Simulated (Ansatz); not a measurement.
System: zincblende BN, space group F-43m, 2 atoms in the primitive cell, relaxed with r2SCAN; cubic a = 3.610 Å. Starting point: PBE, Ansatz PAW set, no spin polarisation, no spin-orbit coupling, 6×6×6 k mesh, 420 eV cutoff, fixed occupations (Ansatz). Many-body step: G0W0 with empty bands 35, screening cutoff 120 eV and frequency treatment contour deformation.

In PBE the smallest gap over these k points is 4.47 eV, with direct gaps of 8.85 eV at Γ, 9.40 eV at X and 12.14 eV at L.

### What does G0W0 give?

Over the k points that were corrected, the smallest gap goes from 4.47 eV in PBE (Γ to X) to 5.91 eV in G0W0 (Γ to X), a change of +1.44 eV (+32 %). Counted from the valence top, the lowest empty level moves by +2.07 eV at Γ, +1.44 eV at X and +1.86 eV at L; over the 8 points that were corrected the shifts run from +1.44 to +2.07 eV: a spread of 0.63 eV on a mean of 1.82 eV, so one scissor shift doesn't describe this level. The top filled level also moves against the valence top, by −0.50 eV at X. Down to 6.1 eV under the top, the filled levels drop by about 0.10 eV more for each eV of depth, so the valence band is stretched by about 10 %.

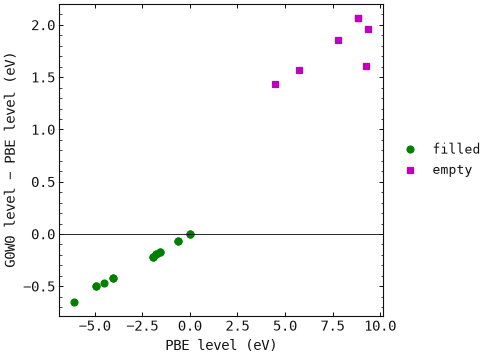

Change of each level from PBE to G0W0 against its PBE energy, both sets counted from their own valence top.

| k point | PBE direct gap (eV) | G0W0 direct gap (eV) |
| --- | --- | --- |
| Γ | 8.85 | 10.92 |
| X | 9.40 | 11.33 |
| L | 12.14 | 14.23 |

The k mesh is coarse (spacing up to 0.50 Å⁻¹), so the values aren't converged. The usual form of BN is layered hexagonal. Bands, cutoffs and mesh are finite, so these values aren't at the basis limit.
